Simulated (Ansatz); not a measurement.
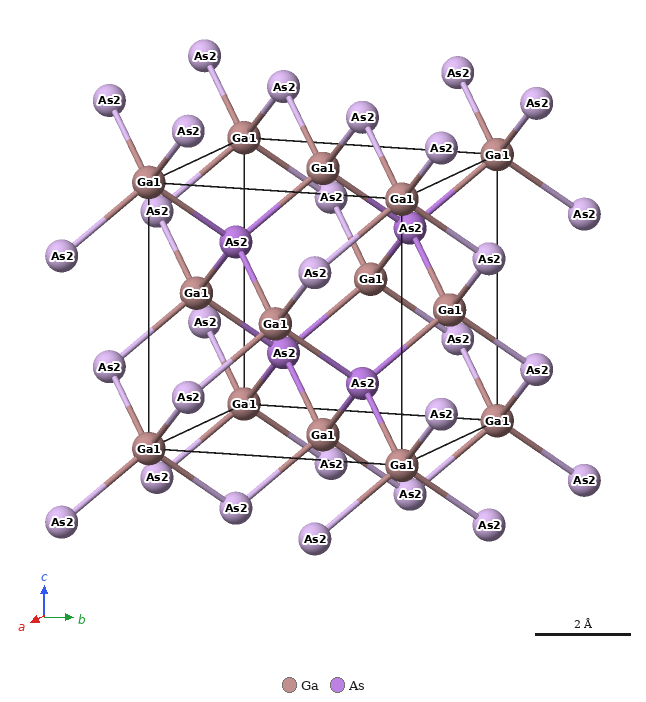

Figure 1. The starting structure (ball-and-stick view of the cell 4 times as large as that of the calculation, set on its symmetry axes, seen slightly off an axis; neighbours outside the cell are drawn fainter; atoms are numbered from 1 in the order of the input). An atom can appear more than once, as a periodic image.

**Geometry relaxation of GaAs (part 1 of 2)**

GaAs (F-43m, 2 atoms in the cell), computed with DFT LDA, scalar-relativistic, plane waves, PAW, no spin polarisation (Ansatz 0.2.0).

The structure derives from a Materials Project entry. Figures and captions count atoms from 1; the log counts them from 0 in places.

### Output
```
Engine: ansatz 0.2.0, x86_64-unknown-linux-gnu
Pseudopotentials: kind: paw
Pseudopotential: Ga, paw, valence charge 13, recommended cutoff 420 eV (normal), Ga.paw.azcp
Pseudopotential: As, paw, valence charge 15, recommended cutoff 420 eV (normal), As.paw.azcp
Functional definition: SPW92
  exchange = slater_x
  correlation = pw_c
Crystal: 2 atoms, lattice volume = 47.532 Å³
Basis set: ecut = 420 eV, 941 PW (Γ)
Bands: 18, of which v1, the nominal top of the filled ones, is band 14 counted from 1 (13 counted from 0)
Symmetry: 24 space group operations
Space group: F-43m (ITA 216), of the structure as read, at distance tolerance 3.6e-5 Å
k-points: 72 of 1728 (time reversal used)
Non-local potential: Ga, projectors of the file, l = 0: 2, l = 1: 2, l = 2: 3, l = 3: 1
Non-local potential: As, projectors of the file, l = 0: 2, l = 1: 2, l = 2: 3, l = 3: 1
PAW form: soft (Blöchl's): semilocal exchange-correlation on the pseudo side does not see the compensation charge
PAW frozen core: Ga, regenerated for the run's functional, and the local potential with it (the file was generated under x = pbe(κ = 0.804, μ = 0.2195149727645171), c = pbe(β = 0.06672455060314922))
PAW frozen core: As, regenerated for the run's functional, and the local potential with it (the file was generated under x = pbe(κ = 0.804, μ = 0.2195149727645171), c = pbe(β = 0.06672455060314922))
PAW one-centre angular grid: Ga, 590 points (default); XC on 64 Gauss nodes
PAW one-centre angular grid: As, 590 points (default); XC on 64 Gauss nodes
Initial density: superposition of atomic densities (neutral atoms: chi_scale 0, normalization atom), corrected by the library's trained network
Initial wavefunctions: pseudopotential atomic-orbital guess
Functional: x = slater, c = lda
SCF iter   1: F=—  HF=-8481.243874 eV  |F-HF|=—  |Δ(HF+E_count)|=         —  Δρ=5.30e-3  dr2=9.72e-3  ethr=1.77e-3  ⟨swp⟩=5.3  Hψ=6030  notcnv=0
preconditioner: auto → none  [insulator: Δε(μ)=0.676 eV  Ē_g=15.226 eV  σ=0.100 eV  W_gap=0.77  n_scr=14 (ndim 8)  ℏωp=22.9 eV  f_vac=0.105  D(μ)=0.03/eV (n_scr^D=0)  ε∞_Penn≈3.3]
SCF iter   2: F=—  HF=-8481.240563 eV  |F-HF|=—  |Δ(HF+E_count)|=   3.31e-3  Δρ=2.58e-3  dr2=1.31e-3  ethr=3.47e-5  ⟨swp⟩=2.2  Hψ=2557  notcnv=0
SCF iter   3: F=—  HF=-8481.240445 eV  |F-HF|=—  |Δ(HF+E_count)|=   1.18e-4  Δρ=8.04e-4  dr2=2.37e-4  ethr=4.69e-6  ⟨swp⟩=2.0  Hψ=1930  notcnv=0
SCF iter   4: F=—  HF=-8481.240372 eV  |F-HF|=—  |Δ(HF+E_count)|=   7.32e-5  Δρ=2.70e-4  dr2=1.53e-5  ethr=8.46e-7  ⟨swp⟩=2.0  Hψ=1943  notcnv=0
SCF iter   5: F=—  HF=-8481.240371 eV  |F-HF|=—  |Δ(HF+E_count)|=   1.37e-6  Δρ=2.01e-5  dr2=1.04e-7  ethr=5.46e-8  ⟨swp⟩=2.0  Hψ=1798  notcnv=0
SCF iter   6: F=-8481.240371 eV  HF=-8481.240371 eV  |F-HF|=2.54e-8  |Δ(HF+E_count)|=   4.11e-9  Δρ=7.24e-6  dr2=1.32e-8  ethr=3.57e-10  ⟨swp⟩=8.6  Hψ=9348  notcnv=0
SCF 1 converged in 6 iterations: F = -8481.240371 eV  dr2 = 1.32e-8
  greatest PAW one-centre occupation: 0.999 electrons in one spin orbital (limit 2), on the As atom at site 1 (counted from 0), in its partial waves of l = 2
relax step   1: F+E_penalty+E_count = -8481.24037065 eV  Δ(F+E_penalty+E_count) = +0.000e0 eV  max|allowed force component| = 1.388e-16 eV/Å  Δτ_max = 0.0000 Å  P = -4.782 GPa  Ω = 47.532 Å³  (6 SCF iters, dr2 threshold 1.00e-7 eV, accepted)
Crystal: 2 atoms, lattice volume = 44.449 Å³
Basis set: ecut = 420 eV, 893 PW (Γ)
Initial density: handed on by an earlier stage of this run
Initial wavefunctions: those handed on with the density
iter 1 solved again at ethr=1.61e-5 eV; its pass at ethr=3.10e-3 eV (dr2=4.51e-3 eV) is discarded
SCF iter   1: F=—  HF=-8481.298337 eV  |F-HF|=—  |Δ(HF+E_count)|=         —  Δρ=2.81e-3  dr2=4.53e-3  ethr=1.61e-5  ⟨swp⟩=1.0  Hψ=7281  notcnv=0
preconditioner: auto → none  [insulator: Δε(μ)=0.412 eV  Ē_g=15.558 eV  σ=0.100 eV  W_gap=1.00  n_scr=14 (ndim 8)  ℏωp=23.6 eV  f_vac=0.053  D(μ)=0.00/eV (n_scr^D=0)  ε∞_Penn≈3.3]
SCF iter   2: F=—  HF=-8481.297068 eV  |F-HF|=—  |Δ(HF+E_count)|=   1.27e-3  Δρ=1.21e-3  dr2=6.31e-4  ethr=1.61e-5  ⟨swp⟩=2.0  Hψ=1487  notcnv=0
SCF iter   3: F=—  HF=-8481.296940 eV  |F-HF|=—  |Δ(HF+E_count)|=   1.27e-4  Δρ=2.55e-4  dr2=3.83e-5  ethr=2.25e-6  ⟨swp⟩=2.8  Hψ=2293  notcnv=0
SCF iter   4: F=—  HF=-8481.296923 eV  |F-HF|=—  |Δ(HF+E_count)|=   1.67e-5  Δρ=9.30e-5  dr2=1.77e-6  ethr=1.37e-7  ⟨swp⟩=2.0  Hψ=2304  notcnv=0
SCF iter   5: F=—  HF=-8481.296923 eV  |F-HF|=—  |Δ(HF+E_count)|=   1.04e-7  Δρ=2.79e-5  dr2=2.58e-7  ethr=7.14e-10  ⟨swp⟩=9.4  Hψ=10981  notcnv=0
SCF iter   6: F=-8481.296923 eV  HF=-8481.296923 eV  |F-HF|=4.69e-10  |Δ(HF+E_count)|=   1.68e-7  Δρ=5.28e-6  dr2=5.80e-9  ethr=7.14e-10  ⟨swp⟩=8.7  Hψ=8824  notcnv=0
SCF 2 converged in 6 iterations: F = -8481.296923 eV  dr2 = 5.80e-9
  Residual-converged pass: ⟨swp⟩=1.0  Hψ=1586  notcnv=0  max |occ|·‖R‖ = 7.0e-9 eV (tolerance 1.0e-8 eV)  dr2=5.80e-9  dr2_onsite=4.80e-9  max |Δocc| = 1.0e-11
relax step   2: F+E_penalty+E_count = -8481.29692325 eV  Δ(F+E_penalty+E_count) = -5.655e-2 eV  max|allowed force component| = 3.412e-17 eV/Å  Δτ_max = 0.0000 Å  P = -0.765 GPa  Ω = 44.449 Å³  energy of the carried Pulay correction = +5.232e-4 eV  (6 SCF iters, dr2 threshold 2.00e-7 eV, accepted)
Crystal: 2 atoms, lattice volume = 43.906 Å³
Basis set: ecut = 420 eV, 869 PW (Γ)
iter 1 solved again at ethr=5.95e-7 eV; its pass at ethr=3.10e-3 eV (dr2=1.66e-4 eV) is discarded
SCF iter   1: F=—  HF=-8481.298166 eV  |F-HF|=—  |Δ(HF+E_count)|=         —  Δρ=5.32e-4  dr2=1.63e-4  ethr=5.95e-7  ⟨swp⟩=2.0  Hψ=7231  notcnv=0
preconditioner: auto → none  [insulator: Δε(μ)=0.500 eV  Ē_g=15.604 eV  σ=0.100 eV  W_gap=1.00  n_scr=14 (ndim 8)  ℏωp=23.8 eV  f_vac=0.064  D(μ)=0.00/eV (n_scr^D=0)  ε∞_Penn≈3.3]
SCF iter   2: F=—  HF=-8481.298120 eV  |F-HF|=—  |Δ(HF+E_count)|=   4.52e-5  Δρ=2.31e-4  dr2=2.29e-5  ethr=5.83e-7  ⟨swp⟩=2.0  Hψ=1501  notcnv=0
SCF iter   3: F=—  HF=-8481.298116 eV  |F-HF|=—  |Δ(HF+E_count)|=   4.52e-6  Δρ=4.83e-5  dr2=1.39e-6  ethr=8.19e-8  ⟨swp⟩=2.5  Hψ=2359  notcnv=0
SCF iter   4: F=-8481.298115 eV  HF=-8481.298115 eV  |F-HF|=2.18e-8  |Δ(HF+E_count)|=   6.77e-7  Δρ=1.78e-5  dr2=6.45e-8  ethr=7.14e-10  ⟨swp⟩=9.3  Hψ=11373  notcnv=0
SCF 3 converged in 4 iterations: F = -8481.298115 eV  dr2 = 6.45e-8
relax step   3: F+E_penalty+E_count = -8481.29811520 eV  Δ(F+E_penalty+E_count) = -1.192e-3 eV  max|allowed force component| = 2.718e-17 eV/Å  Δτ_max = 0.0000 Å  P = +0.129 GPa  Ω = 43.906 Å³  energy of the carried Pulay correction = +6.189e-4 eV  (4 SCF iters, dr2 threshold 2.00e-7 eV, accepted)
Crystal: 2 atoms, lattice volume = 43.984 Å³
iter 1 solved again at ethr=1.27e-8 eV; its pass at ethr=3.10e-3 eV (dr2=3.57e-6 eV) is discarded
SCF iter   1: F=—  HF=-8481.298133 eV  |F-HF|=—  |Δ(HF+E_count)|=         —  Δρ=7.58e-5  dr2=3.41e-6  ethr=1.27e-8  ⟨swp⟩=2.0  Hψ=7049  notcnv=0
preconditioner: auto → none  [insulator: Δε(μ)=0.486 eV  Ē_g=15.593 eV  σ=0.100 eV  W_gap=1.00  n_scr=14 (ndim 8)  ℏωp=23.8 eV  f_vac=0.066  D(μ)=0.00/eV (n_scr^D=0)  ε∞_Penn≈3.3]
SCF iter   2: F=—  HF=-8481.298132 eV  |F-HF|=—  |Δ(HF+E_count)|=   1.10e-6  Δρ=3.00e-5  dr2=4.23e-7  ethr=1.22e-8  ⟨swp⟩=2.0  Hψ=1559  notcnv=0
SCF iter   3: F=-8481.298132 eV  HF=-8481.298132 eV  |F-HF|=4.96e-8  |Δ(HF+E_count)|=   1.19e-7  Δρ=7.72e-6  dr2=3.97e-8  ethr=1.48e-10  ⟨swp⟩=5.9  Hψ=7940  notcnv=0
SCF 4 converged in 3 iterations: F = -8481.298132 eV  dr2 = 3.97e-8
relax step   4: F+E_penalty+E_count = -8481.29813170 eV  Δ(F+E_penalty+E_count) = -1.650e-5 eV  max|allowed force component| = 3.412e-17 eV/Å  Δτ_max = 0.0000 Å  P = -0.003 GPa  Ω = 43.984 Å³  energy of the carried Pulay correction = +6.052e-4 eV  (3 SCF iters, dr2 threshold 4.14e-8 eV, accepted)
Initial wavefunctions: pseudopotential atomic-orbital guess (no wavefunctions were taken with the density)
iter 1 solved again at ethr=2.70e-7 eV; its pass at ethr=3.10e-3 eV (dr2=7.56e-5 eV) is discarded
SCF iter   1: F=—  HF=-8481.297564 eV  |F-HF|=—  |Δ(HF+E_count)|=         —  Δρ=6.01e-5  dr2=5.03e-7  ethr=2.70e-7  ⟨swp⟩=2.2  Hψ=8875  notcnv=0
preconditioner: auto → none  [insulator: Δε(μ)=0.486 eV  Ē_g=15.593 eV  σ=0.100 eV  W_gap=1.00  n_scr=14 (ndim 8)  ℏωp=23.8 eV  f_vac=0.068  D(μ)=0.00/eV (n_scr^D=0)  ε∞_Penn≈3.3]
SCF iter   2: F=—  HF=-8481.297563 eV  |F-HF|=—  |Δ(HF+E_count)|=   2.60e-7  Δρ=5.05e-5  dr2=4.69e-7  ethr=1.80e-9  ⟨swp⟩=2.0  Hψ=2302  notcnv=0
SCF iter   3: F=—  HF=-8481.297563 eV  |F-HF|=—  |Δ(HF+E_count)|=   1.64e-8  Δρ=9.30e-6  dr2=2.26e-8  ethr=1.68e-9  ⟨swp⟩=2.0  Hψ=1828  notcnv=0
SCF iter   4: F=—  HF=-8481.297563 eV  |F-HF|=—  |Δ(HF+E_count)|=   3.94e-8  Δρ=3.42e-6  dr2=3.01e-9  ethr=8.08e-11  ⟨swp⟩=2.0  Hψ=1953  notcnv=0
SCF iter   5: F=—  HF=-8481.297563 eV  |F-HF|=—  |Δ(HF+E_count)|=  7.73e-10  Δρ=8.65e-7  dr2=1.39e-10  ethr=1.07e-11  ⟨swp⟩=2.0  Hψ=2302  notcnv=0
SCF iter   6: F=-8481.297563 eV  HF=-8481.297563 eV  |F-HF|=0.00e0  |Δ(HF+E_count)|=  3.64e-12  Δρ=1.65e-7  dr2=4.09e-12  ethr=1.00e-12  ⟨swp⟩=5.1  Hψ=5612  notcnv=0
SCF 5 converged in 6 iterations: F = -8481.297563 eV  dr2 = 4.09e-12
relax step   5: F+E_penalty+E_count = -8481.29756328 eV  Δ(F+E_penalty+E_count) = +5.684e-4 eV  max|allowed force component| = 5.146e-17 eV/Å  Δτ_max = 0.0000 Å  P = -0.006 GPa  Ω = 43.984 Å³  stress off target by 5.66e-3 GPa  SCF on the basis re-selected at this cell (its energy is not comparable with the rows above)  (6 SCF iters)
```

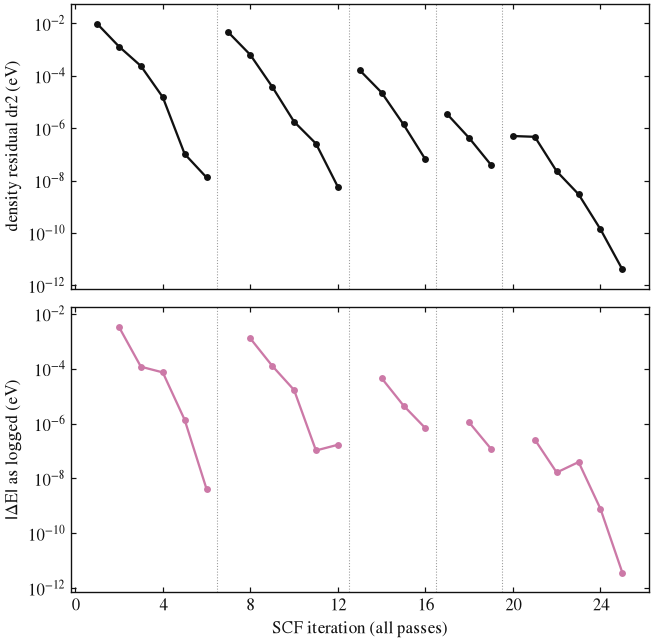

Figure 2. Convergence of the self-consistent field: density residual dr2 and size of the energy change against the SCF iteration. The dotted lines part the SCF passes of the relaxation: geometry steps, rejected trials and re-solves on a re-selected basis. The 5 passes take 3 to 6 iterations each, 25 in all.

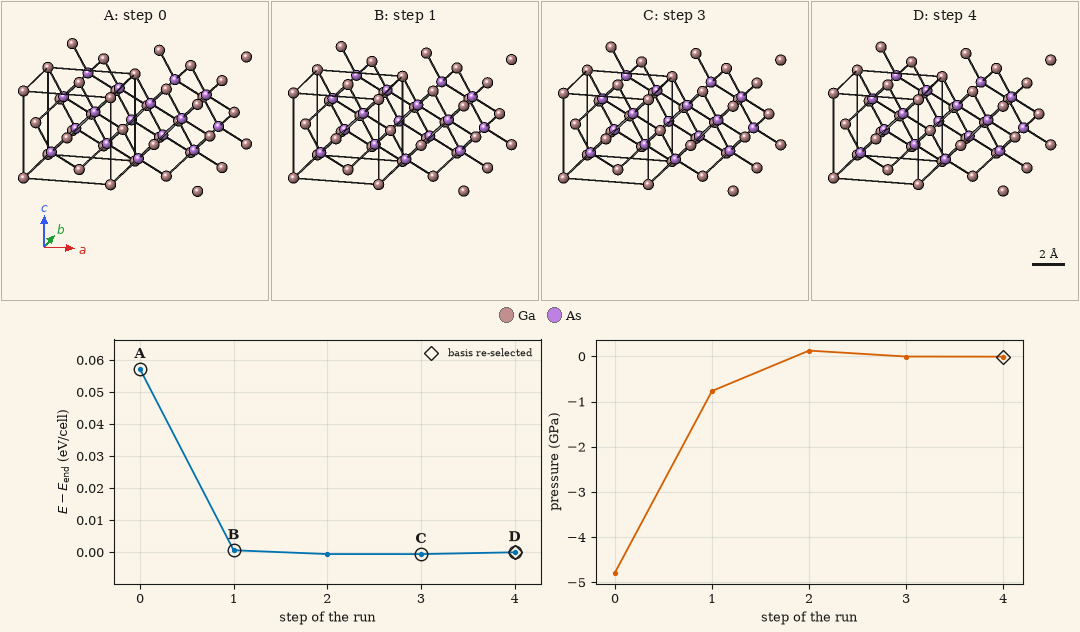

Figure 3. Frames of the relaxation (ball-and-stick view of the cell 4 times as large as that of the calculation, set on its symmetry axes, repeated 2 × 2 × 1, seen slightly off an axis) above the curves, on which the letters mark them (the first geometry is step 0 here and step 1 in the log).
